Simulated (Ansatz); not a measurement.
## What a change does: single-point calculation on H

System: H (4 atoms in the cell).
Method of run A: DFT r2SCAN, scalar-relativistic, plane waves, PAW, no spin polarisation (Ansatz 0.2.0).

The structure derives from a Materials Project entry. Text and figures count atoms from 1; the logs count them from 0 in places.

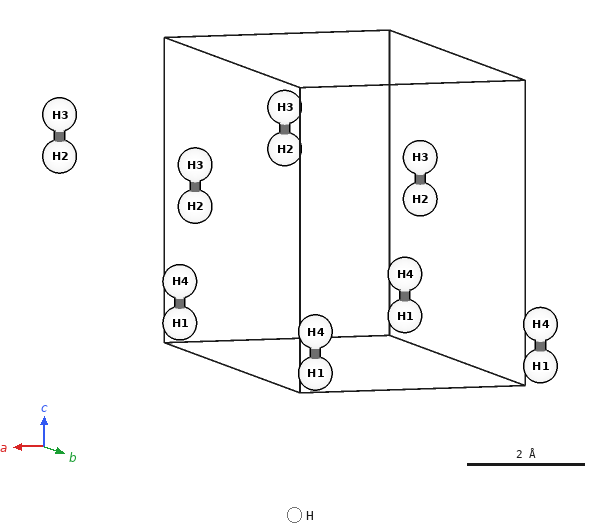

Fig. 1: The structure (ball-and-stick view of the cell of the calculation, repeated 2 × 2 × 1, seen at an oblique angle; atoms are numbered from 1 in the order of the input).

**The input, run A**
```yaml
crystal:
  lattice:
    - [3.8768372835, 0.0, 0.0]
    - [-1.9384186417, 3.3574395738, 0.0]
    - [0.0, 0.0, 5.4325441684]
  atoms:
    - { symbol: H, position: [0.3333333333, 0.6666666667, 0.1817391295] }
    - { symbol: H, position: [0.6666666667, 0.3333333333, 0.6817391295] }
    - { symbol: H, position: [0.6666666667, 0.3333333333, 0.8182608705] }
    - { symbol: H, position: [0.3333333333, 0.6666666667, 0.3182608705] }
basis:
  ecutwfc: 500
kpoints:
  mp_grid: { grid: [9, 9, 4] }
  band_path: { path: [VBM, CBM], npoints: 2 }
hamiltonian:
  xc: r2scan
scf:
  occupations: { method: gaussian, width: 0.02 }
output:
  forces: true
  stress: true
  eigenvalues: true
checkpoint:
  read: start.run
  write: ck
  compress: false
  write_wavefunctions: false
  write_every: 100000
```

Launched with:
```bash
ansatz run input.yaml --threads 1 --pin off --max-ram 2560MiB --backend cpu --events-out ev --progress --plain --runs-dir out
```

Hardware: 1 thread of Arm Neoverse V2, 24 GiB of memory available, shared host.

**Output, shortened to warnings, some set-up lines, iterations and results (run A)**
```
Basis set: ecut = 500 eV, 1777 PW (Γ), exchange–correlation on 120×120×160 points (64 copies of the dense FFT grid, shifted against one another)
Symmetry: 24 space group operations
k-points: 36 of 324
Initial density: read from a saved state, or passed on in memory by an earlier SCF of this step, an earlier step, the calling program or the single point that the run made first
[...]
SCF iter   1: F=—  HF=-63.771300 eV  |F-HF|=—  |Δ(HF+E_count)|=         —  Δρ=3.82e-7  dr2=5.55e-11  dr2_τ=9.37e-12  ethr=1.48e-7  ⟨swp⟩=3.0  Hψ=2596  notcnv=0
SCF iter   2: F=-63.771300 eV  HF=-63.771300 eV  |F-HF|=1.05e-10  |Δ(HF+E_count)|=  7.34e-10  Δρ=2.23e-7  dr2=2.85e-11  dr2_τ=2.05e-12  ethr=1.39e-12  ⟨swp⟩=4.4  Hψ=805  …
SCF 1 converged in 2 iterations: F = -63.771300 eV  dr2 = 2.85e-11
NSCF: frozen V_eff on 28 k-points
NSCF: frozen V_eff on 28 k-points
NSCF: frozen V_eff on 28 k-points
NSCF: frozen V_eff on 27 k-points
NSCF: frozen V_eff on 13 k-points
NSCF: frozen V_eff on 12 k-points
NSCF: frozen V_eff on 8 k-points
NSCF: frozen V_eff on 8 k-points
NSCF: frozen V_eff on 6 k-points
NSCF: frozen V_eff on 13 k-points
NSCF: frozen V_eff on 5 k-points
NSCF: frozen V_eff on 3 k-points
SCF converged after 2 iterations
Free energy (F): -63.771300 eV
Harris-Foulkes:  -63.771300 eV  (|F-HF|=1.05e-10)
Internal energy: -63.771300 eV  (E = F + TS)
E sigma→0 (E₀):  -63.771300 eV
Fermi energy:    -4.399551 eV
--- Per-component energies (eV) ---
  E_band       = -39.363624
  E_kinetic    = 54.136234
  E_local      = -102.346181  (includes V_loc(G=0)·N_el)
  E_nonlocal   = 6.866352
  E_hartree    = 26.133073
  E_xc         = -35.556056
  E_vxc        = -50.114481  (∫ρ·V_xc dr)
  E_paw        = -2.350094  (= ΣΔE_a)
  E_vpaw       = -3.066331  (= ΣTr[D̂ρ^β])
  E_aug_tail   = -0.001830  (compensation charges beyond the density's cutoff)
  E_vtau       = 2.896503  (kinetic-family band-sum trace: ∫τ·v_τ [+ j·A + Jᵃ·Aᵃ] dr)
  E_ewald      = -10.652798
  E_smearing   = -0.000000  (= −TS)
  E_closure    = -0.000000  (closes the sum)
  Σ components = -63.771300   (vs F -63.771300, Δ=0.00e0)
--- Forces (eV/Å), atoms counted from 1 ---
  atom   1  H      0.00000000     0.00000000     0.00223927
  atom   2  H      0.00000000    -0.00000000     0.00223927
  atom   3  H     -0.00000000    -0.00000000    -0.00223927
  atom   4  H     -0.00000000     0.00000000    -0.00223927
  max |Σ_I F_I| component: 4.34e-19 eV/Å
--- Stress (GPa, compression-positive) ---
        0.009851      -0.000000      -0.000000
        0.000000       0.009851       0.000000
       -0.000000       0.000000       0.041641
  P = ⅓ Tr σ = 0.0204 GPa (0.204 kbar)
```

For run B the input was changed thus:
```diff
-    - [3.8768372835, 0.0, 0.0]
-    - [-1.9384186417, 3.3574395738, 0.0]
-    - [0.0, 0.0, 5.4325441684]
+    - [3.7217637921, 0.0, 0.0]
+    - [-1.8608818961, 3.2231419909, 0.0]
+    - [0.0, 0.0, 5.7170680421]
-    - { symbol: H, position: [0.3333333333, 0.6666666667, 0.1817391295] }
-    - { symbol: H, position: [0.6666666667, 0.3333333333, 0.6817391295] }
-    - { symbol: H, position: [0.6666666667, 0.3333333333, 0.8182608705] }
-    - { symbol: H, position: [0.3333333333, 0.6666666667, 0.3182608705] }
+    - { symbol: H, position: [0.3333333333, 0.6666666667, 0.1851448536] }
+    - { symbol: H, position: [0.6666666667, 0.3333333333, 0.6851448536] }
+    - { symbol: H, position: [0.6666666667, 0.3333333333, 0.8148551464] }
+    - { symbol: H, position: [0.3333333333, 0.6666666667, 0.3148551464] }
```

Predict how the results change.

With the same functional and potentials, run B lies 0.05 meV per atom lower. The gap on the mesh goes from 10.21 to 9.89 eV. The volume per atom goes from 17.68 to 17.15 Å³. The plane waves at Γ go from 1777 to 1725.

**Output, shortened to warnings, some set-up lines, iterations and results (run B)**
```
Basis set: ecut = 500 eV, 1725 PW (Γ), exchange–correlation on 120×120×180 points (64 copies of the dense FFT grid, shifted against one another)
Symmetry: 24 space group operations
k-points: 36 of 324
Initial density: read from a saved state, or passed on in memory by an earlier SCF of this step, an earlier step, the calling program or the single point that the run made first
[...]
SCF iter   1: F=—  HF=-63.771501 eV  |F-HF|=—  |Δ(HF+E_count)|=         —  Δρ=8.86e-8  dr2=5.75e-12  dr2_τ=9.97e-14  ethr=1.20e-7  ⟨swp⟩=2.7  Hψ=2573  notcnv=0
SCF iter   2: F=-63.771501 eV  HF=-63.771501 eV  |F-HF|=4.55e-13  |Δ(HF+E_count)|=  9.75e-10  Δρ=3.35e-8  dr2=5.71e-13  dr2_τ=2.40e-14  ethr=1.00e-12  ⟨swp⟩=4.1  Hψ=715  …
SCF 1 converged in 2 iterations: F = -63.771501 eV  dr2 = 5.71e-13
NSCF: frozen V_eff on 28 k-points
NSCF: frozen V_eff on 28 k-points
NSCF: frozen V_eff on 28 k-points
NSCF: frozen V_eff on 28 k-points
NSCF: frozen V_eff on 6 k-points
NSCF: frozen V_eff on 3 k-points
NSCF: frozen V_eff on 16 k-points
NSCF: frozen V_eff on 8 k-points
NSCF: frozen V_eff on 6 k-points
NSCF: frozen V_eff on 13 k-points
NSCF: frozen V_eff on 7 k-points
NSCF: frozen V_eff on 3 k-points
SCF converged after 2 iterations
Free energy (F): -63.771501 eV
Harris-Foulkes:  -63.771501 eV  (|F-HF|=4.55e-13)
Internal energy: -63.771501 eV  (E = F + TS)
E sigma→0 (E₀):  -63.771501 eV
Fermi energy:    -4.578513 eV
--- Per-component energies (eV) ---
  E_band       = -39.225767
  E_kinetic    = 54.131300
  E_local      = -101.171228  (includes V_loc(G=0)·N_el)
  E_nonlocal   = 6.867479
  E_hartree    = 25.615568
  E_xc         = -35.554550
  E_vxc        = -50.104166  (∫ρ·V_xc dr)
  E_paw        = -2.350461  (= ΣΔE_a)
  E_vpaw       = -3.066816  (= ΣTr[D̂ρ^β])
  E_aug_tail   = -0.001886  (compensation charges beyond the density's cutoff)
  E_vtau       = 2.888419  (kinetic-family band-sum trace: ∫τ·v_τ [+ j·A + Jᵃ·Aᵃ] dr)
  E_ewald      = -11.307725
  E_smearing   = -0.000000  (= −TS)
  E_closure    = 0.000000  (closes the sum)
  Σ components = -63.771501   (vs F -63.771501, Δ=0.00e0)
--- Forces (eV/Å), atoms counted from 1 ---
  atom   1  H      0.00000000     0.00000000    -0.00041301
  atom   2  H     -0.00000000    -0.00000000    -0.00041301
  atom   3  H     -0.00000000    -0.00000000     0.00041301
  atom   4  H      0.00000000     0.00000000     0.00041301
  max |Σ_I F_I| component: 9.04e-21 eV/Å
--- Stress (GPa, compression-positive) ---
        0.021196      -0.000000       0.000000
        0.000000       0.021196       0.000000
        0.000000       0.000000       0.013252
  P = ⅓ Tr σ = 0.0185 GPa (0.185 kbar)
```

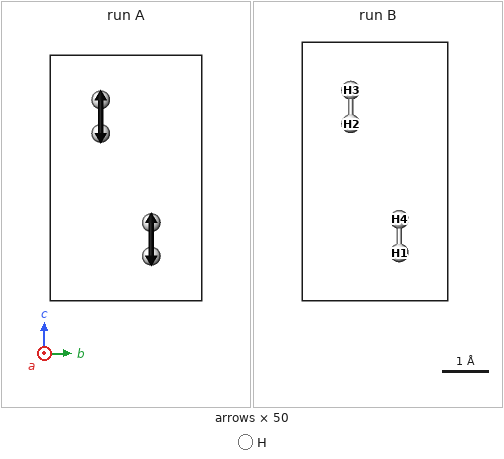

Fig. 2: The two input geometries at one scale (ball-and-stick view of the cell of the calculation, along the a axis). The black arrows on the first give the shifts of the atoms relative to the cell, with their mean removed, magnified 50 times. The largest moves relative to the cell, 0.019 Å, are those of H1, H2, H3 and H4. (The mean shift of all atoms is removed.) Cell: a = b 3.877 → 3.722 Å (−4.0 %), c 5.433 → 5.717 Å (+5.2 %). Volume −3.0 %.

**The two runs side by side**

```csv
quantity,run A,run B
outcome,converged,converged
free energy per atom (eV),−15.9428,−15.9429
gap on the mesh (eV),10.21,9.89
pressure (GPa),0.02,0.02
volume per atom (Å³),17.68,17.15
largest force (eV/Å),0.002,0.000
irreducible k-points,36,36
plane waves at Γ,1777,1725
wall time (shared host),4.7 s,4.6 s
```
